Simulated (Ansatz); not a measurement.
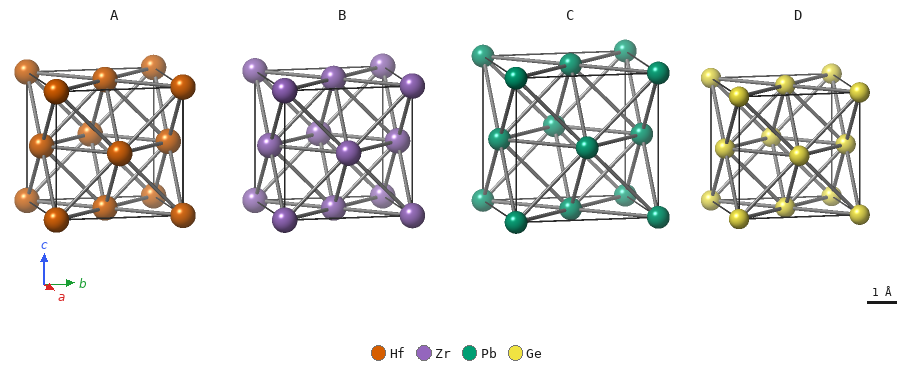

One structure type (space group Fm-3m for the parent) with different elements on its sites, each relaxed in cell and atoms to zero pressure (within 0.1 GPa). The picture is a ball-and-stick view of the conventional cell (4 times the calculation's cell), seen slightly off an axis. Lengths and directions refer to the drawn axes.

Theory: Ansatz 0.2.0, DFT PBE, scalar-relativistic, plane waves, PAW. (plane-wave cutoff 420 eV; occupations gaussian; smearing width 0.1 eV; no spin polarisation) The k-mesh is chosen for each cell (16×16×16, 14×14×14).

**Give the formulas, and rank the crystals by volume per atom, smallest first.**

D = Ge (19.5 Å³), A = Hf (22.6 Å³), B = Zr (23.2 Å³), C = Pb (32.0 Å³).
